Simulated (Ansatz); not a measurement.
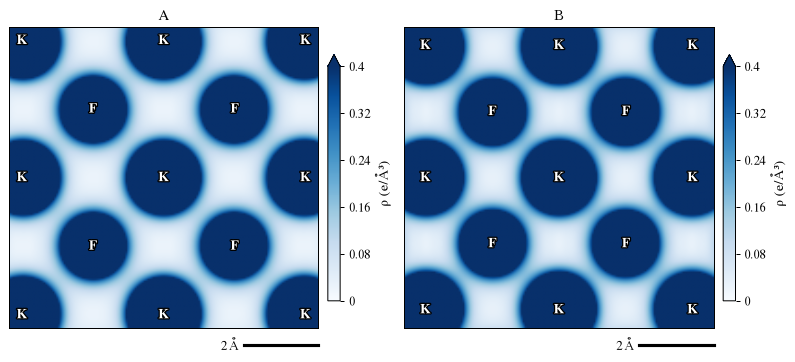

KF. The valence electron density of two cells that differ in size and shape, on the (011) plane of each (indices in the axes of the calculation cell), at one length scale and on one colour scale: A has 18.6 Å³ an atom and B 16.1.

Theory: DFT LDA, scalar-relativistic, plane waves, PAW (Ansatz 0.2.0).

The larger cell:

```
K F
1.0
     0.08567    2.69235    2.69235
     2.69235    0.08567    2.69235
     2.69235    2.69235    0.08567
K F
1 1
Direct
  0.00000 0.00000 0.00000
  0.50000 0.50000 0.50000
```

The smaller cell: a = 3.591 Å, b = 3.591 Å, c = 3.591 Å, α = 59.29°, β = 59.29°, γ = 59.29°.

Q: What changes from the larger cell to the smaller?

A: From the larger cell to the smaller, K–F goes from 2.65 to 2.53 Å, and the density at its midpoint from 0.13 to 0.18 e/Å³; the pressure goes from −2.8 to 3.4 GPa; the Kohn–Sham gap goes from 5.9 eV to 6.7 eV.
